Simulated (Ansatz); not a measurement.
## SnO$_{2}$: a changed input and its effect

System: SnO$_{2}$ (P-3m1, 3 atoms in the cell).
Method of the first run: DFT PBE, scalar-relativistic, plane waves, PAW, no spin polarisation (Ansatz 0.2.0).

The structure was made by a generator, so it may or may not be a known phase. Text and figures count atoms from 1; the logs count them from 0 in places.

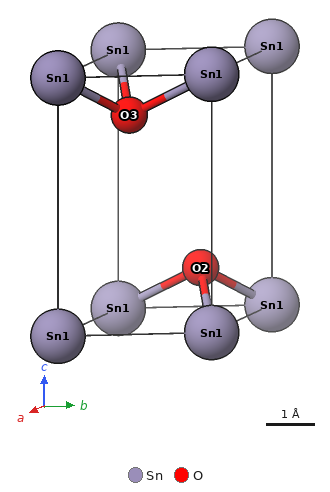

**Figure 1.** The input geometry (ball-and-stick view of the cell of the calculation, seen slightly off an axis; atoms are numbered from 1 in the order of the input). An atom can appear more than once, as a periodic image.

### The input, the first run
```yaml
crystal:
  lattice:
    - [3.2277956369, 0.0, 0.0]
    - [-1.6138978184, 2.7953530198, 0.0]
    - [0.0, 0.0, 5.4898740324]
  atoms:
    - { symbol: Sn, position: [0.0, 0.0, 0.0] }
    - { symbol: O, position: [0.3333333333, 0.6666666667, 0.1842883234] }
    - { symbol: O, position: [0.6666666667, 0.3333333333, 0.8157116766] }
basis:
  ecutwfc: 420
kpoints:
  mp_grid: { grid: [12, 12, 6] }
  band_path: { path: [VBM, CBM], npoints: 2 }
hamiltonian:
  xc: pbe
scf:
  occupations: { method: gaussian, width: 0.02 }
output:
  forces: false
  stress: false
  eigenvalues: true
checkpoint:
  read: start.run
  write: ck
  compress: false
  write_wavefunctions: false
  write_every: 100000
```

Command:
```bash
ansatz run input.yaml --threads 1 --pin off --max-ram 2560MiB --backend cpu --events-out ev --progress --plain --runs-dir out
```

Hardware: 1 thread of Arm Neoverse V2, 24 GiB of memory available, shared host.

### Output, shortened to warnings, some set-up lines, iterations and results (the first run)
```
Warning: checkpoint.read: basis.xc_grid differs: saved 2, current 1 (points along each axis for each point of the dense box; where the key is left out runs that use forces, runs that use the stress, dielectric runs by a finite field, finite-displacement phonons, runs of phonons.displacement_patterns under a GGA or a meta-GGA, phonons by method: dfpt, dielectric runs by the response, runs on …
Basis set: ecut = 420 eV, 979 PW (Γ)
Symmetry: 12 space group operations
k-points: 100 of 864
Initial density: read from a saved state, or passed on in memory by an earlier SCF of this step, an earlier step, the calling program or the single point that the run made first
[...]
SCF iter   1: F=—  HF=-7158.527061 eV  |F-HF|=—  |Δ(HF+E_count)|=         —  Δρ=6.71e-6  dr2=9.92e-9  ethr=8.61e-8  ⟨swp⟩=3.2  Hψ=14586  notcnv=0
SCF iter   2: F=-7158.527061 eV  HF=-7158.527061 eV  |F-HF|=4.82e-9  |Δ(HF+E_count)|=   5.07e-9  Δρ=3.54e-6  dr2=3.01e-9  ethr=3.81e-11  ⟨swp⟩=5.6  Hψ=6305  notcnv=0
SCF 1 converged in 2 iterations: F = -7158.527061 eV  dr2 = 3.01e-9
NSCF: frozen V_eff on 34 k-points
NSCF: frozen V_eff on 34 k-points
NSCF: frozen V_eff on 34 k-points
NSCF: frozen V_eff on 34 k-points
NSCF: frozen V_eff on 34 k-points
NSCF: frozen V_eff on 12 k-points
NSCF: frozen V_eff on 4 k-points
NSCF: frozen V_eff on 34 k-points
NSCF: frozen V_eff on 9 k-points
NSCF: frozen V_eff on 14 k-points
NSCF: frozen V_eff on 21 k-points
NSCF: frozen V_eff on 24 k-points
NSCF: frozen V_eff on 3 k-points
SCF converged after 2 iterations
Free energy (F): -7158.527061 eV
Harris-Foulkes:  -7158.527061 eV  (|F-HF|=4.82e-9)
Internal energy: -7158.527061 eV  (E = F + TS)
E sigma→0 (E₀):  -7158.527061 eV
Fermi energy:    5.373559 eV
--- Per-component energies (eV) ---
  E_band       = -178.245439
  E_kinetic    = 537.629912
  E_local      = -2548.518632  (includes V_loc(G=0)·N_el)
  E_nonlocal   = 66.360747
  E_hartree    = 1244.758759
  E_xc         = -526.993470
  E_vxc        = -281.137620  (∫ρ·V_xc dr)
  E_paw        = -4462.353268  (= ΣΔE_a)
  E_vpaw       = -442.101867  (= ΣTr[D̂ρ^β])
  E_aug_tail   = 0.004817  (compensation charges beyond the density's cutoff)
  E_ewald      = -1469.415924
  E_smearing   = -0.000000  (= −TS)
  E_closure    = 0.000000  (closes the sum)
  Σ components = -7158.527061   (vs F -7158.527061, Δ=0.00e0)
```

The input of the second run differs as follows (lines with − go, lines with + come):
```diff
-  ecutwfc: 420
+  ecutwfc: 500
-  xc: pbe
+  xc: r2scan
```

How does the second run compare with the first run?

The total energies belong to different methods, so their difference says nothing on which is more stable or more accurate. The gap on the mesh goes from 2.30 to 2.81 eV. The functional changes from PBE to r2SCAN. The plane waves at Γ go from 979 to 1275. On the same kind of shared host the second run took about 2.6 times as long.

### Output, shortened to warnings, some set-up lines, iterations and results (the second run)
```
Basis set: ecut = 500 eV, 1275 PW (Γ), exchange–correlation on 96×96×180 points (64 copies of the dense FFT grid, shifted against one another)
Symmetry: 12 space group operations
k-points: 100 of 864
Initial density: read from a saved state, or passed on in memory by an earlier SCF of this step, an earlier step, the calling program or the single point that the run made first
[...]
SCF iter   1: F=—  HF=-7175.482194 eV  |F-HF|=—  |Δ(HF+E_count)|=         —  Δρ=1.85e-5  dr2=6.45e-8  dr2_τ=7.21e-9  ethr=6.55e-8  ⟨swp⟩=3.2  Hψ=14768  notcnv=0
SCF iter   2: F=-7175.482195 eV  HF=-7175.482194 eV  |F-HF|=1.57e-8  |Δ(HF+E_count)|=   2.58e-8  Δρ=9.11e-6  dr2=1.36e-8  dr2_τ=2.56e-9  ethr=2.48e-10  ⟨swp⟩=5.2  Hψ=5799  …
SCF 1 converged in 2 iterations: F = -7175.482195 eV  dr2 = 1.36e-8
NSCF: frozen V_eff on 34 k-points
NSCF: frozen V_eff on 34 k-points
NSCF: frozen V_eff on 34 k-points
NSCF: frozen V_eff on 34 k-points
NSCF: frozen V_eff on 34 k-points
NSCF: frozen V_eff on 12 k-points
NSCF: frozen V_eff on 4 k-points
NSCF: frozen V_eff on 34 k-points
NSCF: frozen V_eff on 9 k-points
NSCF: frozen V_eff on 14 k-points
NSCF: frozen V_eff on 21 k-points
NSCF: frozen V_eff on 24 k-points
NSCF: frozen V_eff on 7 k-points
NSCF: frozen V_eff on 19 k-points
NSCF: frozen V_eff on 3 k-points
SCF converged after 2 iterations
Free energy (F): -7175.482195 eV
Harris-Foulkes:  -7175.482194 eV  (|F-HF|=1.57e-8)
Internal energy: -7175.482195 eV  (E = F + TS)
E sigma→0 (E₀):  -7175.482195 eV
Fermi energy:    5.199466 eV
--- Per-component energies (eV) ---
  E_band       = -198.716742
  E_kinetic    = 538.800587
  E_local      = -2548.597851  (includes V_loc(G=0)·N_el)
  E_nonlocal   = 64.788164
  E_hartree    = 1246.138925
  E_xc         = -517.446801
  E_vxc        = -311.248166  (∫ρ·V_xc dr)
  E_paw        = -4490.422713  (= ΣΔE_a)
  E_vpaw       = -454.917447  (= ΣTr[D̂ρ^β])
  E_aug_tail   = 0.001980  (compensation charges beyond the density's cutoff)
  E_vtau       = 20.181009  (kinetic-family band-sum trace: ∫τ·v_τ [+ j·A + Jᵃ·Aᵃ] dr)
  E_ewald      = -1469.415924
  E_core_change = 0.671438  (= ΣΔE_core)
  E_smearing   = -0.000000  (= −TS)
  E_closure    = -0.000000  (closes the sum)
  Σ components = -7175.482195   (vs F -7175.482195, Δ=0.00e0)
```

### The two runs side by side

| quantity | the first run | the second run |
| --- | --- | --- |
| outcome | converged | converged |
| free energy per atom (eV) | −2386.1757 | −2391.8274 |
| gap on the mesh (eV) | 2.30 | 2.81 |
| irreducible k-points | 100 | 100 |
| plane waves at Γ | 979 | 1275 |
| wall time (shared host) | 6.1 s | 16 s |
